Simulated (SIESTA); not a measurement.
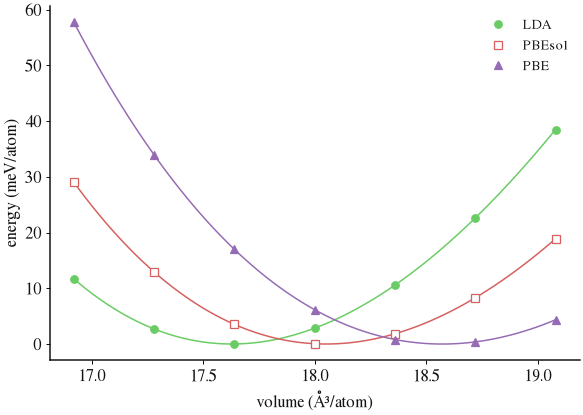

The plot gives the computed energy against volume, with one curve for each functional, for Al₂Au (space group Fm-3m).

How it was computed, with SIESTA 5.4.2: DFT in numerical atomic orbitals with pseudopotentials, no spin polarisation; energies at scaled volumes of the given cell, shape and fractions fixed, counted from the fit's minimum, third-order Birch-Murnaghan fit. All runs: no spin polarisation.

- k mesh: 8×8×8
- occupations: Fermi–Dirac
- smearing width: 0.05 eV
- potentials: PseudoDojo 0.4 standard, converted to PSML, two zetas on semicore shells

Order the curves by fitted equilibrium volume, smallest first.

Answer. LDA 17.628, PBEsol 18.051, PBE 18.572 Å³/atom.

Order the curves by fitted bulk modulus, smallest first.

Answer. PBE 105.6, PBEsol 115.3, LDA 121.1 GPa.

Keep in mind: mulliken charges of long orbitals; short basis over semicore shells; spin-orbit coupling left out, heavy elements.
